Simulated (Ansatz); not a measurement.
Consider Li$_{3}$H$_{3}$N$_{2}$.

The calculation's input:

```
crystal:
  lattice:
    - [3.67481621, 0.0, 0.0377735536]
    - [0.0, 3.3886489169, 0.0]
    - [-0.1094337016, 0.0, 5.132439844]
  atoms:
    - { symbol: Li, position: [0.4565359174, 0.0, 0.764384604] }
    - { symbol: Li, position: [0.9620796923, 0.5, 0.6833564123] }
    - { symbol: Li, position: [0.6178980562, 0.0, 0.3272012414] }
    - { symbol: H, position: [0.0391204921, 0.2350187192, 0.0839672054] }
    - { symbol: H, position: [0.3039174619, 0.5, 0.3722785416] }
    - { symbol: H, position: [0.0391204921, 0.7649812808, 0.0839672054] }
    - { symbol: "N", position: [0.9365697039, 0.0, 0.9780295028] }
    - { symbol: "N", position: [0.4827581841, 0.5, 0.5308162871] }
kpoints:
  mp_grid: { grid: [6, 8, 4] }
hamiltonian:
  xc: r2scan
  dispersion: rvv10
scf:
  occupations: { method: fermi_dirac, width: 0.03 }
relax:
  f_tol: 0.01
  cell: {}
  max_steps: 120
output:
  write_density: true
  write_potential: true
  elf: true
  volumetric_format: npy
```

Command:

```sh
ansatz run input.yaml --threads 4 --pin off --max-ram 4608MiB --backend cpu --events-out ev --progress --plain --runs-dir out
```

Below, planes, directions and counts refer to the conventional cell (a = 3.67 Å, b = 3.39 Å, c = 5.14 Å, α = 90.00°, β = 90.18°, γ = 90.00°).

The fields are those of the run's last geometry, not of the input's.

Space group Pm; a structure from a database of computed crystals, not necessarily the ambient phase; started from the database structure prototype, which need not be the ambient phase.

The calculation used DFT, r2SCAN+rVV10, plane waves, PAW (Ansatz 0.2.0).

> Predict the valence pseudo-density and electron localisation function between the atoms.

N–H (1.03 Å): ρ at the midpoint is about 2.5 e/Å³; the ELF climbs to about 1 towards the hydrogen, as it does in any bond to H: an ordinary covalent bond to hydrogen.
Li–N (1.92 Å): ρ is about 0.42 e/Å³ halfway; the ELF peaks at about 0.80 in the valence shell of N, 0.7 Å from its nucleus, and falls to about 0.05 next to Li; a closed-shell, largely ionic contact.
Li–N (2.07 Å): ρ is about 0.35 e/Å³ halfway; the ELF peaks at about 0.80 in the valence shell of N, 0.7 Å from its nucleus, and falls to about 0 next to Li; a closed-shell, largely ionic contact.

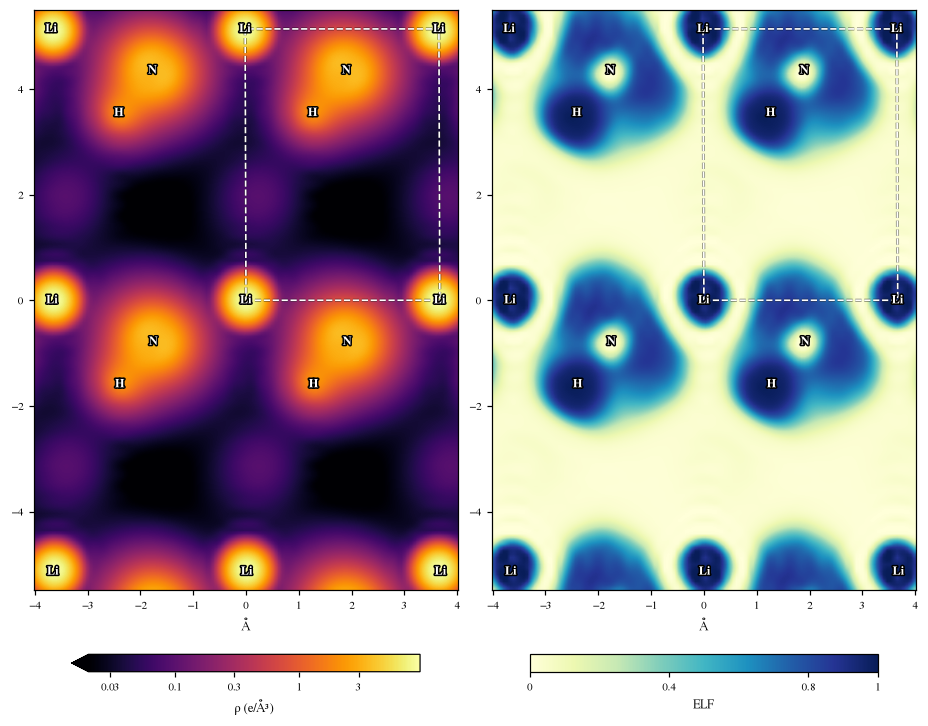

Computed valence pseudo-density and electron localisation function on the (010) plane of the conventional cell, in this order. 

Core electrons are frozen (PAW), and the valence fields are smoothed inside the atomic spheres.
